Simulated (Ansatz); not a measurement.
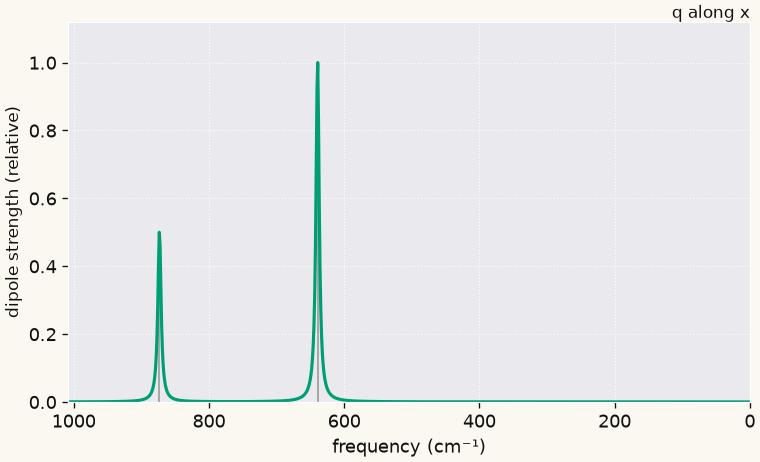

The picture above shows the polar optical modes, transverse and longitudinal, approaching the zone centre along x. Lines are broadened by Lorentzians of 5.8 cm⁻¹ full width; the spectrum is scaled to its strongest line.

Method: optical phonons of an insulator on the approach to the zone centre along x, y and z with the field of polar modes, imaginary frequencies are negative, field response on a mesh refined by the program; plane waves with PAW datasets (Ansatz 0.2.0). Level: PBE, no spin polarisation.

Question: For which of these solids was it computed?
A. SnS₂, P-3m1 (No. 164), 24.1 Å³/atom
B. ZrO₂, Fm-3m (No. 225), 11.1 Å³/atom
C. AlN, F-43m (No. 216), 10.6 Å³/atom

Answer: C, AlN: strongest line at 639.4, highest clear line at 873.3 cm⁻¹. The others give: SnS₂, strongest line at 197.1, highest clear line at 295.7 cm⁻¹; ZrO₂, strongest line at 224.4, highest clear line at 636.2 cm⁻¹.

For SnS₂, limits of the calculation: weakly bound, no dispersion correction.
